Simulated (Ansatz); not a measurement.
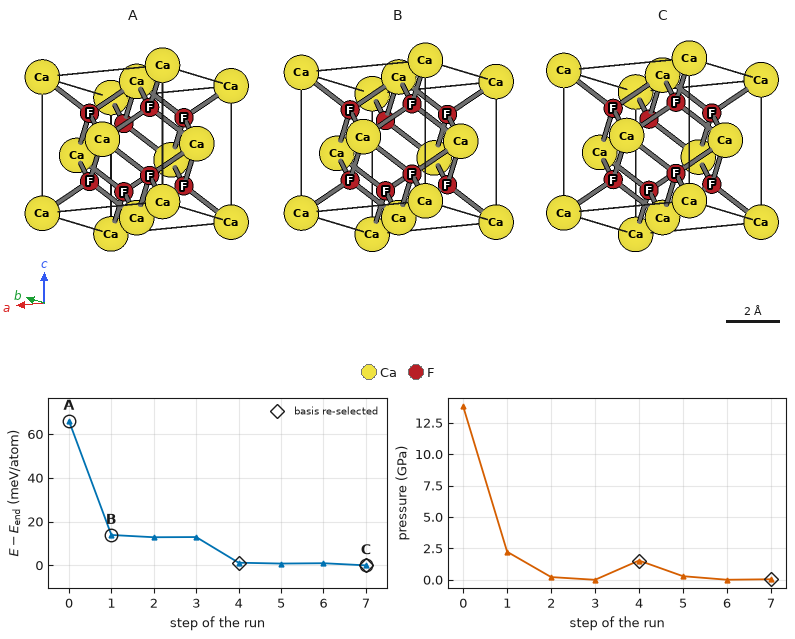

Frames of a relaxation of solid CaF₂ (built on the fluorite type), marked on the history of the run. Style: ball-and-stick. Shown: the conventional cell (4 times the calculation's cell), from a free direction. Lengths and directions refer to the drawn axes.

Theory: Ansatz 0.2.0, DFT, PBE, plane waves, PAW. Settings: plane-wave cutoff 420 eV; k-point mesh 8 × 8 × 8; occupations fermi dirac; smearing width 0.02 eV; no spin polarisation; cell and atoms relaxed; force threshold 0.005 eV/Å.

Q: Describe the path.

A: No atom moves by more than 0.005 Å relative to the cell. Cell: a = b = c 5.273 → 5.510 Å (+4.5 %). Volume +14.1 %. Some distances before and after: Ca–F 2.283 → 2.386 Å. The space group stays Fm-3m (No. 225). The energy falls by 66.1 meV per atom in 5 accepted moves (7 points after the start). All forces vanish by symmetry, so only the cell relaxes. Pressure: 13.81 GPa at the start and 0.05 GPa at the end. The SCF was repeated twice at an unchanged geometry on a basis and grid sized afresh for the cell, which shifted the energy by 11.7 meV per atom at most. From step 0 to 1: volume +9.7 %, energy −52.2 meV per atom. From step 1 to 7: volume +4.0 %, energy −13.9 meV per atom.
